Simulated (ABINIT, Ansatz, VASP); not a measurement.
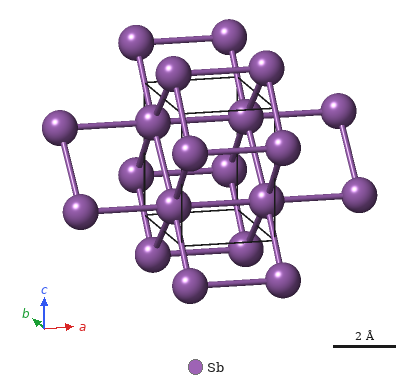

Sb, space group P2₁/m (No. 11), a = 3.122 Å, b = 4.348 Å, c = 4.406 Å, α = 90.00°, β = 90.51°, γ = 90.00° (29.90 Å³/atom). We look at a ball-and-stick model of the crystal slightly off an axis. The edges of the conventional unit cell are marked. Bonded neighbours in the next cells are drawn too. The cell is a structure listed in the Materials Project. This isn't the form of Sb at room conditions, which is rhombohedral.

The cell was scaled uniformly, at fixed shape and fractional positions, in four programs or potential sets. Alike in all runs: functional PBE; k mesh 9 × 6 × 6 on the run's cell of 2 atoms; occupations fermi-dirac, width 0.05 eV; no spin polarisation; no spin-orbit coupling.

Energies from ABINIT (JTH PAW PBE v2.0):

| volume (Å³/atom) | E − E(lowest point) (meV/atom) |
| --- | --- |
| 28.110 | 25.60 |
| 28.708 | 12.13 |
| 29.306 | 3.78 |
| 29.904 | 0.00 |
| 30.502 | 0.34 |
| 31.100 | 4.34 |
| 31.698 | 11.63 |

Q: Fit a third-order Birch-Murnaghan equation of state to these points.

A: V0 = 30.15 Å³/atom, B0 = 52.9 GPa and B0′ = 4.6. V0 lies 0.8 % above the volume of the cell as given.

The same fit in all programs:

| program | V0 (Å³/atom) | B0 (GPa) | B0′ |
| --- | --- | --- | --- |
| ABINIT (JTH PAW PBE v2.0) | 30.15 | 52.9 | 4.6 |
| VASP (PBE potentials, release 64 Sb) | 30.13 | 53.4 | 4.7 |
| Ansatz (Ansatz PAW soft_1) | ? | ? | ? |
| Ansatz LAPW (all-electron) | 30.15 | 52.8 | 4.6 |

Q: What does Ansatz (Ansatz PAW soft_1) give?

A: V0 = 30.15 Å³/atom, B0 = 52.9 GPa and B0′ = 4.6. The other rows span 30.13 to 30.15 Å³/atom and 52.8 to 53.4 GPa.

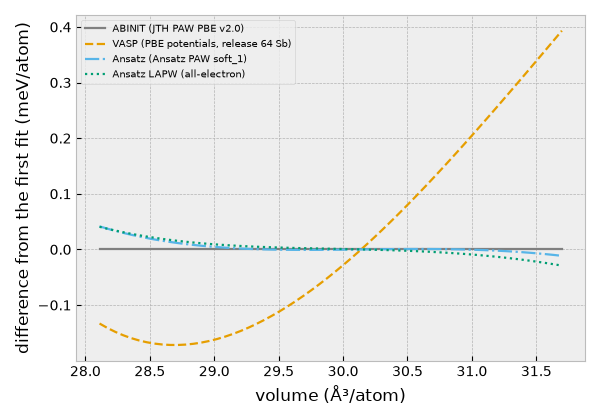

Each fitted curve, counted from its own minimum, less that of ABINIT (JTH PAW PBE v2.0). With one functional throughout, the spread comes from potentials, basis sets and numerical settings; B0′ is uncertain by a few tenths over so narrow a range.

Caveat: the cell was scaled at fixed shape and fractional positions, which overstates the stiffness of a crystal with free parameters, most of all of layers and chains.
